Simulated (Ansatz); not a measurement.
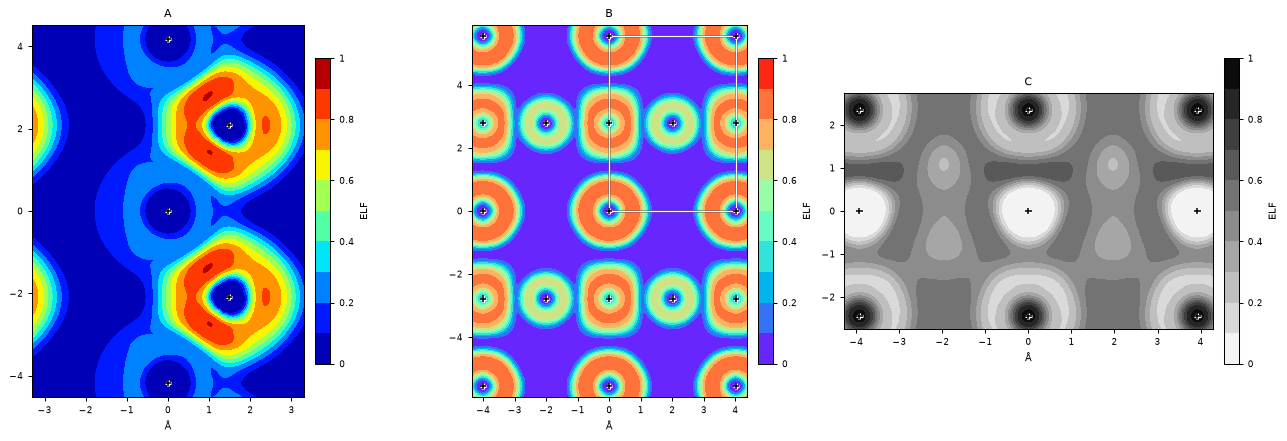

The ELF of 3 systems, each on a plane through atoms (crosses mark nuclei in the plane).

All numbers below come from Ansatz, DFT r2SCAN, scalar-relativistic, plane waves, PAW.

System 1: InP, the (110) plane of the conventional cell. Space group F-43m.

System 2: Al₃Cu₂, the (100) plane of the conventional cell. Space group P-3m1; a structure from a database of computed crystals, not necessarily the ambient phase; changed on purpose from its base cell (volume × 0.88, shape and atoms relaxed); computed pressure about 20 GPa in this cell; computed without spin polarisation.

```
Al Cu
1.0
     3.92861    0.00000    0.00000
    -1.96430    3.40228    0.00000
     0.00000    0.00000    4.78680
Al Cu
3 2
Direct
  0.00000 0.00000 0.00000
  0.33333 0.66667 0.35240
  0.66667 0.33333 0.64760
  0.33333 0.66667 0.84244
  0.66667 0.33333 0.15756
```

System 3: SrTiO₃, the (011̄) plane of the conventional cell. Space group P4/mmm; a structure from a database of computed crystals, not necessarily the ambient phase; changed on purpose from its base cell (band edges of the strained film's bulk); computed pressure about −6 GPa in this cell; computed without spin polarisation.

```xyz
5
Lattice="4.0127 0.0000 0.0000 0.0000 4.0127 0.0000 0.0000 0.0000 3.8478" Properties=species:S:1:pos:R:3 pbc="T T T"
Sr    0.0000    0.0000    0.0000
Ti    2.0064    2.0064    1.9239
O     0.0000    2.0064    1.9239
O     2.0064    0.0000    1.9239
O     2.0064    2.0064    0.0000
```

Which map belongs to which system?

Answer. Panel A is system 1, InP: the plane holds In and P. In–P (2.56 Å): the ELF peaks at about 0.90 in the valence shell of P, 0.9 Å from its nucleus, and is about 0.55 at the midpoint. Panel B is system 3, SrTiO₃: the plane holds Sr, Ti and O. Sr–O (2.78 Å): the ELF is about 0.05 at the midpoint: a closed-shell, largely ionic contact. Panel C is system 2, Al₃Cu₂: the plane holds Al and Cu. Al–Cu (2.35 Å): the ELF peaks at about 0.65 between the atoms.
